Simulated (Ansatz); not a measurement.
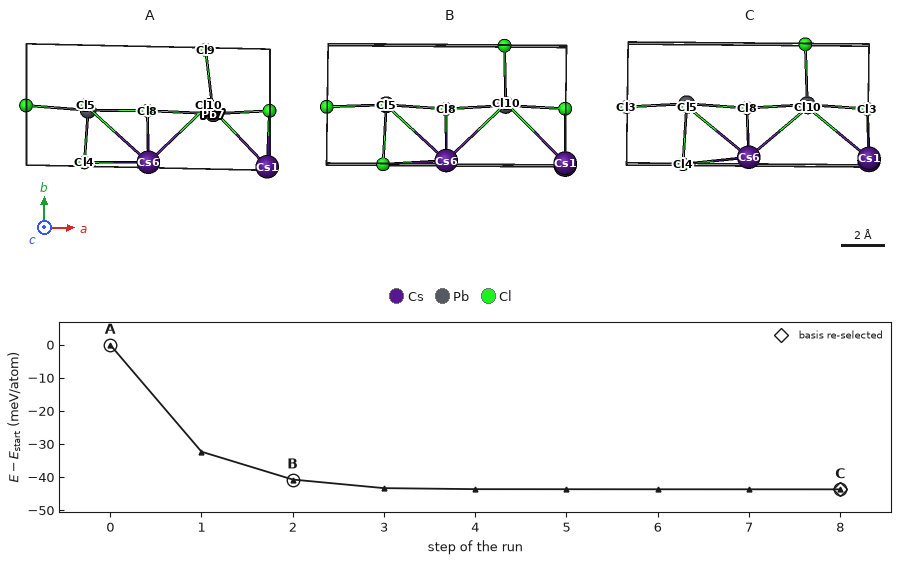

Frames of a relaxation of solid CsPbCl$_{3}$ (built on the database structure type), marked on the history of the run. The picture is a ball-and-stick view of the cell of the calculation, seen along the c axis.

Case: shaken.

The calculation used DFT, PBEsol, plane waves, PAW in Ansatz 0.2.0. (plane-wave cutoff 420 eV; k-point mesh 2 × 4 × 4; occupations fermi dirac; smearing width 0.05 eV; no spin polarisation; cell and atoms relaxed; force threshold 0.01 eV/Å; at most 120 steps)

Q: What happens along the run?

A: A Pb atom moves most relative to the cell: 0.36 Å roughly along [−1 2 −1]. Largest moves by element: Pb 0.36 Å, Cl 0.33 Å, Cs 0.25 Å. The drawn cell changes as follows: a 11.381 → 11.260 Å (−1.1 %), b 5.668 → 5.651 Å (−0.3 %), c 5.513 → 5.625 Å (+2.0 %), α 92.0° → 90.0°, γ 91.3° → 89.7°; the volume changes by +0.7 %. Among the contacts that change: Cl–Cs 3.897 → 4.397 Å, Cl–Pb 3.239 → 2.827 Å, Cl–Pb 2.442 → 2.831 Å, Cl–Cs 3.908 → 3.610 Å. Bond angles that change, for instance: Cl–Pb–Cl 75.9° → 92.8°, Cs–Cl–Pb 103.3° → 86.6°, Cs–Cl–Pb 78.5° → 92.1°. The space group stays P1 (No. 1). Over 7 accepted moves (8 points after the start) the energy falls by 43.7 meV per atom. The largest force component goes from 1.8 to 0.0072 eV/Å. The pressure goes from 1.02 to 0.00 GPa. The SCF was repeated once at an unchanged geometry on a basis and grid sized afresh for the cell, which shifted the energy by less than 0.05 meV per atom at most. From step 0 to 2: a Pb atom moves most (0.34 Å), volume −2.2 %, energy −40.7 meV per atom. From step 2 to 8: Cs and Cl atoms move most (0.23 Å), volume +3.0 %, energy −3.0 meV per atom.

```
step  E − E(0), meV/atom  largest force component, eV/Å  pressure, GPa  volume, Å³/atom                      note
   0                0.00                         1.7767           1.02           35.534                          
   1              -32.28                         0.3906           0.02           35.978                          
   2              -40.69                         0.0218           0.65           34.752                          
   3              -43.29                         0.0224          -0.10           35.829                          
   4              -43.60                         0.0080           0.01           35.766                          
   5              -43.61                         0.0055          -0.01           35.828                          
   6              -43.63                         0.0027           0.00           35.799                          
   7              -43.64                         0.0072           0.00           35.790                          
   8              -43.65                         0.0072           0.00           35.790  same geometry, new basis
```
